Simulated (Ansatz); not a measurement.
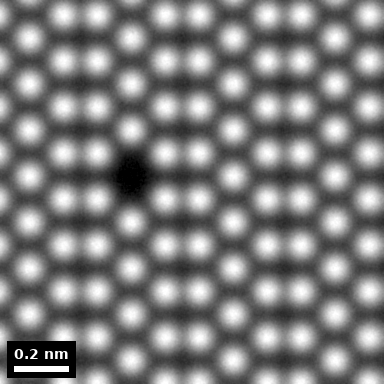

HAADF-like image of Ru (P6/mmm, No. 191) along [102]. Simulation: incoherent imaging, intensity Z^1.7 per atom, probe width 0.80 Å, thin sample. The probe carries 25 % of its weight in a tail 2.5 times as wide. The display is stretched by a gamma of 0.65; percentages refer to the linear signal. Shot noise was added.

The sample is 1 repeat (6.9 Å) thick. One point defect was put into the perfect crystal, without relaxing the atoms around it. Brightness is counted from the darkest point of the image. Host structure: the geometry relaxed with Ansatz 0.2.0, DFT, RPBE, plane waves (420 eV) with PAW, scalar-relativistic; the starting structure was generated, so it need not be a known form of this composition.

> Where is the defect (in Å from the left and the top edge), and what does its contrast suggest?

At about 5 Å from the left and 6 Å from the top. The column has all but vanished there, which points to a vacancy or a much lighter atom. The column holds 1 atom (Ru) through the sample, and one Ru atom is missing, so its peak vanishes.
